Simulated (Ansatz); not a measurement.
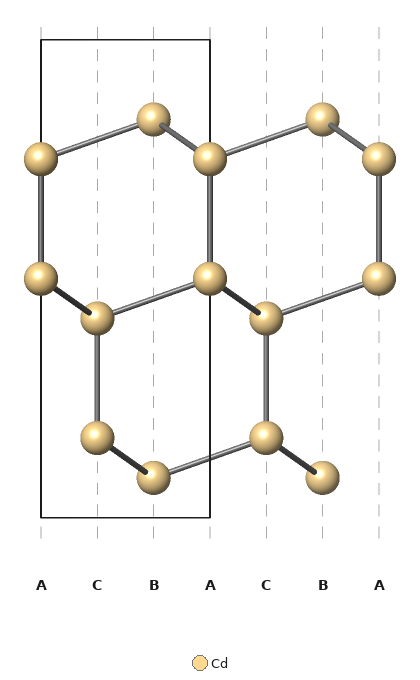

Projection along an edge of the hexagonal mesh, stacking direction [111] upwards. The dashed lines mark the three columns A (0, 0), B (1/3, 2/3) and C (2/3, 1/3). The box is the hexagonal cell of the face-centred cubic lattice. The sequence starts with the first layer at or above the cell's origin.

System Cd; source of the atomic positions: coordinates from a relaxation with Ansatz 0.2.0, DFT, LDA (PW92), plane waves (420 eV) with PAW, scalar-relativistic; the starting structure was generated, so it need not be a known form of this composition.

Question: Read off the stacking sequence over one period.

Answer: Cd(B) – Cd(C) – Cd(C) – Cd(A) – Cd(A) – Cd(B) (six layers in 10.93 Å).

Heights of the layers:

| layer | atoms (column) | height (Å) | to next (Å) |
| --- | --- | --- | --- |
| 1 | Cd(B) | 0.91 | 0.91 |
| 2 | Cd(C) | 1.82 | 2.73 |
| 3 | Cd(C) | 4.55 | 0.91 |
| 4 | Cd(A) | 5.46 | 2.73 |
| 5 | Cd(A) | 8.20 | 0.91 |
| 6 | Cd(B) | 9.11 | 2.73 |
